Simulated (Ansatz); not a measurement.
The calculation's input:

```
crystal:
  lattice:
    - [2.397396592, 0.0, 0.0]
    - [0.0, 2.397396592, 0.0]
    - [0.0, 0.0, 2.4361423955]
  atoms:
    - { symbol: P, position: [0.0, 0.0, 0.0] }
basis:
  ecutwfc: 420
kpoints:
  mp_grid: { grid: [22, 22, 22] }
hamiltonian:
  xc: pbesol
scf:
  occupations: { method: gaussian, width: 0.1 }
output:
  forces: true
  stress: true
  eigenvalues: true
  write_density: true
  write_potential: true
  elf: true
  volumetric_format: npy
relax:
  adjacent_minimum: "off"
  f_tol: 0.008
  max_steps: 40
  cell: { stress_tol: 0.015, fix: [a, b, gamma] }
```

Command:

```sh
ansatz run input.yaml --threads 1 --pin off --max-ram 2560MiB --backend cpu --events-out ev --progress --plain --runs-dir out
```

Below, planes, directions and counts refer to the conventional cell (a = 2.40 Å, b = 2.40 Å, c = 2.42 Å, α = 90.00°, β = 90.00°, γ = 90.00°).

The fields are those of the relaxed geometry.

Space group P4/mmm; changed on purpose from its base cell (biaxial strain in the a-b plane, c and atoms relaxed: -1.0 %); computed pressure about 2 GPa in this cell; computed without spin polarisation.

Level of theory: DFT PBEsol, scalar-relativistic, plane waves, PAW in Ansatz.

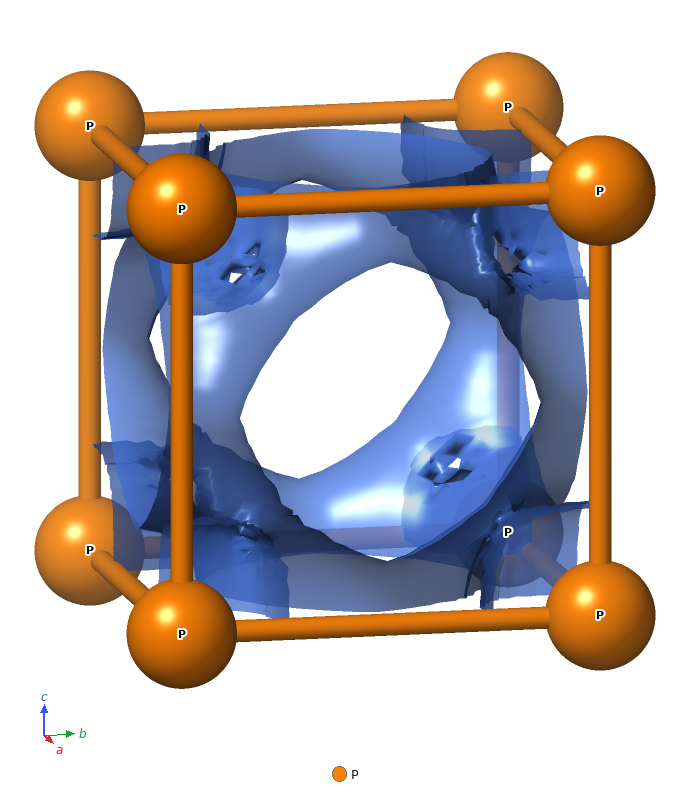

P. Isosurface of the electron localisation function at 0.7 (blue), seen slightly off an axis. Only the valence region is drawn (cores and ρ < 0.01 e/Å³ removed). Sticks mark near contacts.

In a PAW calculation such maps are meaningful between the atoms, not at the nuclei.

Where are the electrons localised?

The surface consists of one network that runs through the whole crystal, counted in one cell of 1 atoms. Any copies at cell faces, edges or corners count once. There are no localised bonds or lone pairs at this value.

Values along the shortest contacts:
P–P (2.40 Å): the ELF peaks at about 0.85 between the atoms.
